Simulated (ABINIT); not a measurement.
Single-point calculation, with input and output: PbSe

PbSe (Immm, 2 atoms in the cell), computed with Kohn-Sham DFT of a periodic cell, PBE, JTH PAW PBE v2.0, no spin polarisation (ABINIT 10.8.3).

The structure derives from an entry of the Crystallography Open Database. The geometry was changed: shear strain of 4 %.

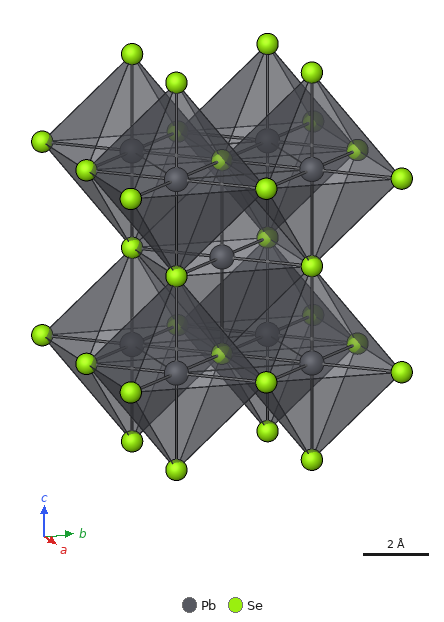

**Figure 1.** The structure (polyhedral view of the cell 2 times as large as that of the calculation, set on its symmetry axes, seen slightly off an axis; polyhedra are completed across the faces of the cell). An atom can appear more than once, as a periodic image.

The input
```
# Pseudopotentials
pp_dirpath "./"
pseudos "Pb.GGA_PBE-JTH.xml, Se.GGA_PBE-JTH.xml"

# Structure
acell 4.3288455593 4.3288455593 4.4149809945 Angstrom
rprim
     0.0141407216     0.7070360811     0.7070360811
     0.7070360811     0.0141407216     0.7070360811
     0.7071067812     0.7071067812     0.0000000000
ntypat 2
znucl 82 34
natom 2
typat 1 2
xred
     0.0000000000     0.0000000000     0.0000000000
     0.5000000000     0.5000000000     0.5000000000
chkprim 0
chksymtnons 0
tolsym 1.0e-6

# Plane-wave basis
ecut 22.0
pawecutdg 44.0
pawxcdev 0

# k points
kptopt 1
ngkpt 8 8 8
nshiftk 1
shiftk 0.0 0.0 0.0

# Exchange and correlation
ixc 11

# Bands and occupations
nband 14
occopt 3
tsmear 0.05 eV

# SCF cycle
nstep 100
tolvrs 1.0e-9

# Output
iomode 3
prtwf 0
prteig 0
prtebands 0
prtden 1
prtvha 1
prtvclmb 1
prtpot 1
```

Run as:
```bash
abinit run.abi > log 2>&1
```

Output
```
.Version 10.8.3 of ABINIT
 Symmetries : space group Im m m (# 71); Bravais oI (body-center ortho.)
================================================================================
 Values of the parameters that define the memory need of the present run
     intxc =       0    ionmov =       0      iscf =      17    lmnmax =      18
     lnmax =       6     mgfft =      36  mpssoang =       3    mqgrid =    3001
     natom =       2  nloc_mem =       2    nspden =       1   nspinor =       1
    nsppol =       1      nsym =       8    n1xccc =       1    ntypat =       2
    occopt =       3   xclevel =       2
       mpw =        1923          nfft =       46656          nkpt =          95
 PAW method is used; the additional fine FFT grid is defined by:
   mgfftf=        50    nfftf =    125000
================================================================================
================================================================================

--------------------------------------------------------------------------------
------------- Echo of variables that govern the present computation ------------
--------------------------------------------------------------------------------
 -outvars: echo values of preprocessed input variables --------
            acell      8.1803325484E+00  8.1803325484E+00  8.3431049307E+00 Bohr
              amu      2.07200000E+02  7.89600000E+01
          chkprim           0
      chksymtnons           0
             ecut      2.20000000E+01 Hartree
                       outvar_i_n : Printing only first  50 k-points.
              ixc          11
                       outvar_i_n : Printing only first  50 k-points.
         kptrlatt        8    0    0      0    8    0      0    0    8
          kptrlen      6.41273948E+01
            natom           2
            nband          14
            ngfft          36      36      36
          ngfftdg          50      50      50
             nkpt          95
            nstep         100
             nsym           8
           ntypat           2
                       prtocc : prtvol=0, do not print more k-points.
           occopt           3
        pawecutdg      4.40000000E+01 Hartree
         pawxcdev           0
        prtebands           0
           prteig           0
           prtpot           1
         prtvclmb           1
           prtvha           1
            prtwf           0
            rprim      1.4140721600E-02  7.0703608110E-01  7.0703608110E-01
                       7.0703608110E-01  1.4140721600E-02  7.0703608110E-01
                       7.0710678120E-01  7.0710678120E-01  0.0000000000E+00
          spgroup          71
           tolsym      1.00000000E-06
           tolvrs      1.00000000E-09
           tsmear      1.83746611E-03 Hartree
            typat      1  2
           useylm           1
                       outvars : Printing only first  50 k-points.
           xangst      0.0000000000E+00  0.0000000000E+00  0.0000000000E+00
                       3.1218630000E+00  3.1218630000E+00  3.0606499999E+00
            xcart      0.0000000000E+00  0.0000000000E+00  0.0000000000E+00
                       5.8994660725E+00  5.8994660725E+00  5.7837902671E+00
             xred      0.0000000000E+00  0.0000000000E+00  0.0000000000E+00
                       5.0000000000E-01  5.0000000000E-01  5.0000000000E-01
            znucl       82.00000   34.00000

================================================================================

 chkinp: Checking input parameters for consistency.

================================================================================
== DATASET  1 ==================================================================

--- !DatasetInfo
iteration_state: {dtset: 1, }
dimensions: {natom: 2, nkpt: 95, mband: 14, nsppol: 1, nspinor: 1, nspden: 1, mpw: 1923, }
cutoff_energies: {ecut:  22.0, pawecutdg:  44.0, }
electrons: {nelect:   2.00000000E+01, charge:   0.00000000E+00, occopt:   3.00000000E+00, tsmear:   1.83746611E-03, }
meta: {optdriver: 0, ionmov: 0, optcell: 0, iscf: 17, paral_kgb: 0, }
...

 Exchange-correlation functional for the present dataset will be:
  GGA: Perdew-Burke-Ernzerhof functional - ixc=11
  J.P.Perdew, K.Burke, M.Ernzerhof, PRL 77, 3865 (1996)

 Real(R)+Recip(G) space primitive vectors, cartesian coordinates (Bohr,Bohr^-1):
 R(1)=  0.1156758  5.7837903  5.7837903  G(1)= -0.0882128  0.0882128  0.0864485
 R(2)=  5.7837903  0.1156758  5.7837903  G(2)=  0.0882128 -0.0882128  0.0864485
 R(3)=  5.8994661  5.8994661  0.0000000  G(3)=  0.0847534  0.0847534 -0.0864485
 Unit cell volume ucvol=  3.8680658E+02 bohr^3
 Angles (23,13,12)=  5.93395668E+01  5.93395668E+01  5.86747230E+01 degrees

 Coarse grid specifications (used for wave-functions):

 getcut: wavevector=  0.0000  0.0000  0.0000  ngfft=  36  36  36
         ecut(hartree)=     22.000   => boxcut(ratio)=   2.04361

 Fine grid specifications (used for densities):

 getcut: wavevector=  0.0000  0.0000  0.0000  ngfft=  50  50  50
         ecut(hartree)=     44.000   => boxcut(ratio)=   2.00785

--- Pseudopotential description ------------------------------------------------
- pspini: atom type   1  psp file is ./Pb.GGA_PBE-JTH.xml
 Pseudopotential format is: paw10
 basis_size (lnmax)=  6 (lmn_size= 18), orbitals=   0   0   1   1   2   2
 Spheres core radius: rc_sph= 2.40264019
 Shapefunction is BESSEL type: shapef(r,l)=aa(1,l)*jl(q(1,l)*r)+aa(2,l)*jl(q(2,l)*r)
 Radius for shape functions =  2.00872932
 Compensation charge density is not taken into account in XC energy/potential

- pspini: atom type   2  psp file is ./Se.GGA_PBE-JTH.xml
 Pseudopotential format is: paw10
 basis_size (lnmax)=  4 (lmn_size=  8), orbitals=   0   0   1   1
 Spheres core radius: rc_sph= 2.21132333
 Shapefunction is BESSEL type: shapef(r,l)=aa(1,l)*jl(q(1,l)*r)+aa(2,l)*jl(q(2,l)*r)
 Radius for shape functions =  2.00656599
 Compensation charge density is not taken into account in XC energy/potential

   1.09479230E+03                                ecore*ucvol(ha*bohr**3)
--------------------------------------------------------------------------------

================================================================================

--- !BeginCycle
iteration_state: {dtset: 1, }
solver: {iscf: 17, nstep: 100, nline: 4, wfoptalg: 10, }
tolerances: {tolvrs: 1.00E-09, }
...

     iter   Etot(hartree)      deltaE(h)  residm     nres2
 ETOT  1  -69.425976021206    -6.943E+01 9.098E+00 4.160E+00
 ETOT  2  -70.855645740593    -1.430E+00 7.088E-01 6.721E+00
 ETOT  3  -70.830089176897     2.556E-02 4.966E-01 1.932E+00
 ETOT  4  -70.822444875488     7.644E-03 1.462E-02 2.028E-01
 ETOT  5  -70.823067944885    -6.231E-04 6.936E-03 1.380E-01
 ETOT  6  -70.822662315387     4.056E-04 1.621E-03 2.399E-02
 ETOT  7  -70.822697021696    -3.471E-05 1.335E-02 1.347E-03
 ETOT  8  -70.822710657281    -1.364E-05 7.382E-04 1.456E-03
 ETOT  9  -70.822702956266     7.701E-06 6.283E-04 4.981E-05
 ETOT 10  -70.822703858198    -9.019E-07 1.491E-04 3.491E-05
 ETOT 11  -70.822703822210     3.599E-08 1.009E-04 3.996E-06
 ETOT 12  -70.822703821699     5.116E-10 5.969E-05 3.700E-07
 ETOT 13  -70.822703821235     4.636E-10 4.697E-05 9.980E-09
 ETOT 14  -70.822703821317    -8.207E-11 4.259E-05 5.211E-09
 ETOT 15  -70.822703821308     9.564E-12 1.375E-05 4.240E-11

 At SCF step   15       nres2   =  4.24E-11 < tolvrs=  1.00E-09 =>converged.

 Cartesian components of stress tensor (hartree/bohr^3)
  sigma(1 1)= -8.29678486E-05  sigma(3 2)=  2.86870914E-13
  sigma(2 2)= -8.29678486E-05  sigma(3 1)=  2.86870692E-13
  sigma(3 3)= -8.17742297E-05  sigma(2 1)=  2.20171300E-05

--- !ResultsGS
iteration_state: {dtset: 1, }
comment   : Summary of ground state results
lattice_vectors:
- [  0.1156758,   5.7837903,   5.7837903, ]
- [  5.7837903,   0.1156758,   5.7837903, ]
- [  5.8994661,   5.8994661,   0.0000000, ]
lattice_lengths: [   8.18033,    8.18033,    8.34310, ]
lattice_angles: [ 59.340,  59.340,  58.675, ] # degrees, (23, 13, 12)
lattice_volume:   3.8680658E+02
convergence: {deltae:  9.564E-12, res2:  4.240E-11, residm:  1.375E-05, diffor: null, }
etotal    :  -7.08227038E+01
entropy   :   0.00000000E+00
fermie    :   1.48793289E-01
cartesian_stress_tensor: # hartree/bohr^3
- [ -8.29678486E-05,   2.20171300E-05,   2.86870692E-13, ]
- [  2.20171300E-05,  -8.29678486E-05,   2.86870914E-13, ]
- [  2.86870692E-13,   2.86870914E-13,  -8.17742297E-05, ]
pressure_GPa:   2.4293E+00
xred      :
- [  0.0000E+00,   0.0000E+00,   0.0000E+00, Pb]
- [  5.0000E-01,   5.0000E-01,   5.0000E-01, Se]
cartesian_forces: # hartree/bohr
- [ -0.00000000E+00,  -0.00000000E+00,  -0.00000000E+00, ]
- [ -0.00000000E+00,  -0.00000000E+00,  -0.00000000E+00, ]
force_length_stats: {min:   0.00000000E+00, max:   0.00000000E+00, mean:   0.00000000E+00, }
...

 Integrated electronic density in atomic spheres:
 ------------------------------------------------
 Atom  Sphere_radius  Integrated_density
    1        2.40264         11.32678957
    2        2.21132          3.92157999

================================================================================

 ----iterations are completed or convergence reached----

 Mean square residual over all n,k,spin=   22.103E-09; max=  13.746E-06
 reduced coordinates (array xred) for    2 atoms
       0.000000000000      0.000000000000      0.000000000000
       0.500000000000      0.500000000000      0.500000000000
 rms dE/dt=  0.0000E+00; max dE/dt=  0.0000E+00; dE/dt below (all hartree)
    1       0.000000000000      0.000000000000      0.000000000000
    2       0.000000000000      0.000000000000      0.000000000000

 cartesian coordinates (angstrom) at end:
    1      0.00000000000000     0.00000000000000     0.00000000000000
    2      3.12186299995907     3.12186299995907     3.06064999993461

 cartesian forces (hartree/bohr) at end:
    1     -0.00000000000000    -0.00000000000000    -0.00000000000000
    2     -0.00000000000000    -0.00000000000000    -0.00000000000000
 frms,max,avg= 0.0000000E+00 0.0000000E+00   0.000E+00  0.000E+00  0.000E+00 h/b

 cartesian forces (eV/Angstrom) at end:
    1     -0.00000000000000    -0.00000000000000    -0.00000000000000
    2     -0.00000000000000    -0.00000000000000    -0.00000000000000
 frms,max,avg= 0.0000000E+00 0.0000000E+00   0.000E+00  0.000E+00  0.000E+00 e/A
 length scales=  8.180332548429  8.180332548429  8.343104930693 bohr
              =  4.328845559300  4.328845559300  4.414980994500 angstroms
 Fermi (or HOMO) energy (hartree) =   0.14879   Average Vxc (hartree)=  -0.34119
 Eigenvalues (hartree) for nkpt=  95  k points:
 kpt#   1, nband= 14, wtk=  0.00195, kpt=  0.0000  0.0000  0.0000 (reduced coord)
  -0.47511   -0.47492   -0.47481   -0.47456   -0.47437   -0.35571   -0.08831    0.06915
   0.07467    0.08085    0.31669    0.31716    0.31920    0.37513
      occupation numbers for kpt#   1
   2.00000    2.00000    2.00000    2.00000    2.00000    2.00000    2.00000    2.00000
   2.00000    2.00000    0.00000    0.00000    0.00000    0.00000
 prteigrs : prtvol=0 or 1, do not print more k-points.

--- !EnergyTerms
iteration_state     : {dtset: 1, }
comment             : Components of total free energy in Hartree
kinetic             :  8.41908133430374E+00
hartree             :  2.08650548257788E+01
xc                  : -8.81976651951816E+00
Ewald energy        : -5.38993064664103E+01
psp_core            :  2.83033526508794E+00
local_psp           : -6.59874961814156E+01
PAW spherical_terms :  2.57694133795118E+01
internal            : -7.08226843626617E+01
'-kT*entropy'       : -1.88971612986435E-05
total_energy        : -7.08227032598230E+01
total_energy_eV     : -1.92718393338754E+03
...

--- !EnergyTermsDC
iteration_state     : {dtset: 1, }
comment             : '"Double-counting" decomposition of free energy'
band_energy         : -5.34223245833690E+00
Ewald energy        : -5.38993064664103E+01
psp_core            :  2.83033526508794E+00
xc_dc               : -2.34174238445336E+01
PAW spherical_terms :  9.00594258004663E+00
internal            : -7.08226849241462E+01
'-kT*entropy'       : -1.88971612986435E-05
total_energy_dc     : -7.08227038213075E+01
total_energy_dc_eV  : -1.92718394866631E+03
...

--- !EnergyTermsWithPAWCore
iteration_state     : {dtset: 1, }
comment             : 'Components of total free energy, including PAW core contributions'
Total energy        : -2.33121699573600E+04
Total energy DC     : -2.33121699579215E+04
Total energy (eV)   : -6.34356460941677E+05
Total energy DC (eV): -6.34356460956955E+05
...

 Cartesian components of stress tensor (hartree/bohr^3)
  sigma(1 1)= -8.29678486E-05  sigma(3 2)=  2.86870914E-13
  sigma(2 2)= -8.29678486E-05  sigma(3 1)=  2.86870692E-13
  sigma(3 3)= -8.17742297E-05  sigma(2 1)=  2.20171300E-05

-Cartesian components of stress tensor (GPa)         [Pressure=  2.4293E+00 GPa]
- sigma(1 1)= -2.44099838E+00  sigma(3 2)=  8.44003368E-09
- sigma(2 2)= -2.44099838E+00  sigma(3 1)=  8.44002715E-09
- sigma(3 3)= -2.40588090E+00  sigma(2 1)=  6.47766329E-01

== END DATASET(S) ==============================================================
================================================================================

 -outvars: echo values of variables after computation  --------
            acell      8.1803325484E+00  8.1803325484E+00  8.3431049307E+00 Bohr
           etotal     -7.0822703821E+01
            fcart     -0.0000000000E+00 -0.0000000000E+00 -0.0000000000E+00
                      -0.0000000000E+00 -0.0000000000E+00 -0.0000000000E+00
            rprim      1.4140721600E-02  7.0703608110E-01  7.0703608110E-01
                       7.0703608110E-01  1.4140721600E-02  7.0703608110E-01
                       7.0710678120E-01  7.0710678120E-01  0.0000000000E+00
           strten     -8.2967848623E-05 -8.2967848623E-05 -8.1774229693E-05
                       2.8687091399E-13  2.8687069201E-13  2.2017130005E-05
           xangst      0.0000000000E+00  0.0000000000E+00  0.0000000000E+00
                       3.1218630000E+00  3.1218630000E+00  3.0606499999E+00
             xred      0.0000000000E+00  0.0000000000E+00  0.0000000000E+00
                       5.0000000000E-01  5.0000000000E-01  5.0000000000E-01
 Calculation completed.
```

Summary

```tsv
quantity	value
outcome	converged
space group (tolerance 0.01 Å)	Immm (71)
electrons treated	20
free energy	−1927.1839 eV
Fermi energy	4.049 eV
gap on the k-point mesh	0.09 eV
pressure	2.43 GPa
largest force (length of the vector)	under 0.001 eV/Å
hardware	1 thread of Arm Neoverse V2, 24 GiB of memory available, shared host
wall time	1.8 min
peak memory	0.2 GiB
```

Remarks

Spin–orbit coupling is left out, which matters for Pb.
